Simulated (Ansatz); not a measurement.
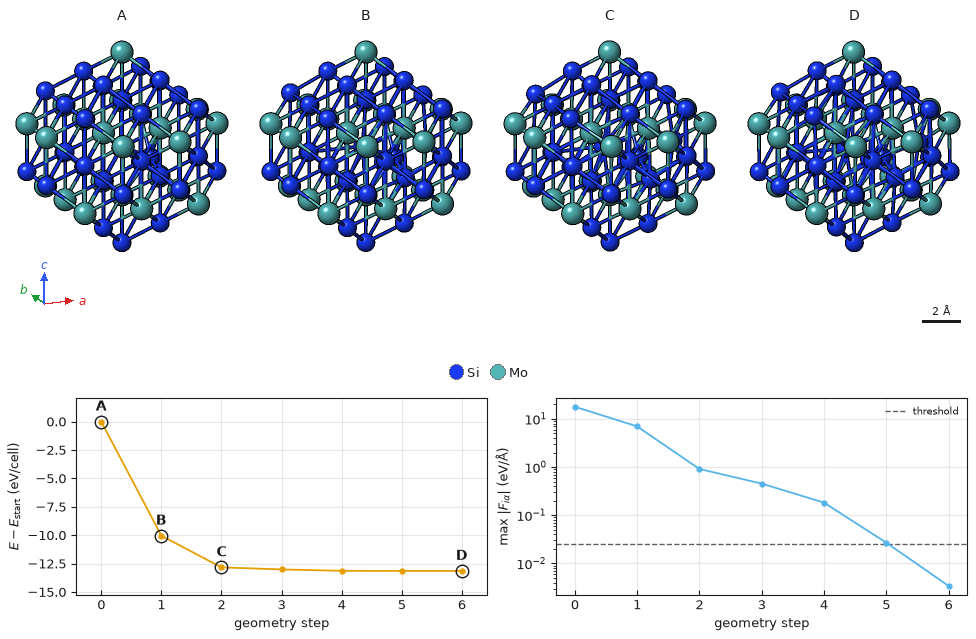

Frames of a relaxation of a defect cell of composition Si19Mo9, marked on the history of the run. A ball-and-stick model of the atoms within 5.8 Å of the atom that moves most (axes of the conventional cell (2 times the calculation's cell) (origin shifted)), seen slightly off an axis. Lengths and directions refer to the drawn axes.

Case: Si interstitial, charge +0, atoms relaxed at the host's cell.

These are results of DFT PBE, scalar-relativistic, plane waves, PAW (Ansatz), not measurements.

Input file:
```yaml
crystal:
  lattice:
    - [0.0, 0.0, -7.8730199709]
    - [4.8252710687, 4.8252710687, -3.9365099855]
    - [4.8252710687, -4.8252710687, -3.9365099855]
  atoms:
    - { symbol: Si, position: [0.3315675294, 0.0, 0.6666666667] }
    - { symbol: Si, position: [0.998234196, 0.0, 0.3333333333] }
    - { symbol: Si, position: [0.3315675294, 0.3333333333, 0.3333333333] }
    - { symbol: Si, position: [0.6649008627, 0.3333333333, 0.6666666667] }
    - { symbol: Si, position: [0.998234196, 0.6666666667, 0.6666666667] }
    - { symbol: Si, position: [0.6649008627, 0.0, 1.0] }
    - { symbol: Si, position: [0.998234196, 0.3333333333, 1.0] }
    - { symbol: Si, position: [0.3315675294, 0.6666666667, 1.0] }
    - { symbol: Si, position: [0.6649008627, 0.6666666667, 0.3333333333] }
    - { symbol: Si, position: [0.001765804, 0.0, 0.6666666667] }
    - { symbol: Si, position: [0.6684324706, 0.0, 0.3333333333] }
    - { symbol: Si, position: [0.001765804, 0.3333333333, 0.3333333333] }
    - { symbol: Si, position: [0.3350991373, 0.3333333333, 0.6666666667] }
    - { symbol: Si, position: [0.6684324706, 0.6666666667, 0.6666666667] }
    - { symbol: Si, position: [0.3350991373, 0.0, 1.0] }
    - { symbol: Si, position: [0.6684324706, 0.3333333333, 1.0] }
    - { symbol: Si, position: [0.001765804, 0.6666666667, 1.0] }
    - { symbol: Si, position: [0.3350991373, 0.6666666667, 0.3333333333] }
    - { symbol: Mo, position: [0.0, 0.3333333333, 0.6666666667] }
    - { symbol: Mo, position: [0.6666666667, 0.3333333333, 0.3333333333] }
    - { symbol: Mo, position: [0.0, 0.6666666667, 0.3333333333] }
    - { symbol: Mo, position: [0.3333333333, 0.6666666667, 0.6666666667] }
    - { symbol: Mo, position: [0.6666666667, 0.0, 0.6666666667] }
    - { symbol: Mo, position: [0.3333333333, 0.3333333333, 1.0] }
    - { symbol: Mo, position: [0.6666666667, 0.6666666667, 1.0] }
    - { symbol: Mo, position: [1.0, 0.0, 1.0] }
    - { symbol: Mo, position: [0.3333333333, 0.0, 0.3333333333] }
    - { symbol: Si, position: [0.5833333333, 0.1666666667, 0.1666666667] }
basis:
  ecutwfc: 420
  xc_grid: 2
kpoints:
  mp_grid: { grid: [4, 4, 4], shift: [0.0, 0.0, 0.0] }
hamiltonian:
  xc: pbe
scf:
  occupations: { method: gaussian, width: 0.1 }
output:
  forces: true
  stress: false
  eigenvalues: true
  write_density: true
  write_potential: true
  elf: true
  volumetric_format: npy
relax:
  adjacent_minimum: "off"
  f_tol: 0.025
  max_steps: 45
```

Launched with:
```bash
ansatz run input.yaml --threads 4 --pin off --max-ram 10240MiB --backend cpu --events-out ev --progress --plain --runs-dir out
```

### What happens along the run?

After 6 geometry steps the energy has fallen by 13.140 eV per cell of the calculation. Largest force component: 18 eV/Å at the start, 0.0034 eV/Å at the end. The largest moves, 0.47 Å, are those of Si3, Si6, Si11 and Si16. Si6 goes along −a. Largest moves by element: Si 0.47 Å, Mo 0.03 Å. The cell stays as it was. Some distances before and after: Si3–Si11 2.640 → 3.192 Å, Si11–Si14 3.217 → 2.751 Å, Si11–Si28 1.742 → 2.167 Å, Si11–Mo20 2.619 → 2.959 Å. From step 0 to 1: Si atoms move most (0.19 Å), energy −10.039 eV per cell of the calculation. From step 1 to 2: Si atoms move most (0.18 Å), energy −2.789 eV per cell of the calculation. From step 2 to 6: Si atoms move most (0.17 Å), energy −0.313 eV per cell of the calculation.

| step | E − E(0), meV/atom | largest force component, eV/Å |
| --- | --- | --- |
| 0 | 0.00 | 17.9301 |
| 1 | -358.53 | 6.9901 |
| 2 | -458.14 | 0.9136 |
| 3 | -464.48 | 0.4542 |
| 4 | -468.88 | 0.1832 |
| 5 | -469.29 | 0.0269 |
| 6 | -469.30 | 0.0034 |

Limits of the set-up: the periodic images lie only 7.9 Å apart, so the values are limited by the cell's size.
